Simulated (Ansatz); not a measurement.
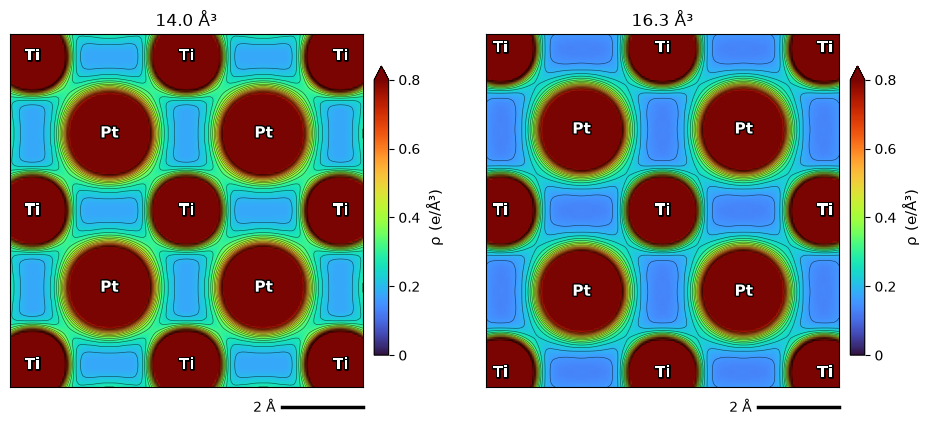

TiPt3. The valence electron density of cells scaled evenly to different volumes (given per atom above each panel), on the (001) plane of each (indices in the axes of the cell below), at one length scale and on one colour scale.

Computed without spin polarisation.

Computed with DFT PBE, scalar-relativistic, plane waves, PAW in Ansatz 0.2.0.

In a PAW calculation such maps are meaningful between the atoms, not at the nuclei.

The largest cell:

```
Ti Pt
1.0
     4.02562    0.00000    0.00000
     0.00000    4.02562    0.00000
     0.00000    0.00000    4.02562
Ti Pt
1 3
Direct
  0.00000 0.00000 0.00000
  0.00000 0.50000 0.50000
  0.50000 0.00000 0.50000
  0.50000 0.50000 0.00000
```

| volume (Å³/atom) | Ti–Pt contact in the plane (Å) | ρ at its midpoint (e/Å³) | pressure (GPa) | 
| --- | --- | --- | --- |
| 14.00 | 2.705 | 0.343 | 28.1 | 
| 14.92 | 2.764 | ? | ? | 
| 16.31 | 2.847 | 0.270 | −11.9 | 

What values belong in the row with question marks?

Over the known rows ln ρ falls by 1.69 per Å of Ti–Pt distance (the line through the two), which gives 0.311 e/Å³ at 2.764 Å; the calculation gives 0.311 e/Å³. For the pressure, a straight line in volume between the neighbouring rows gives 12.2 GPa; the calculation gives 7.7, lower because pressure rises ever faster on compression.
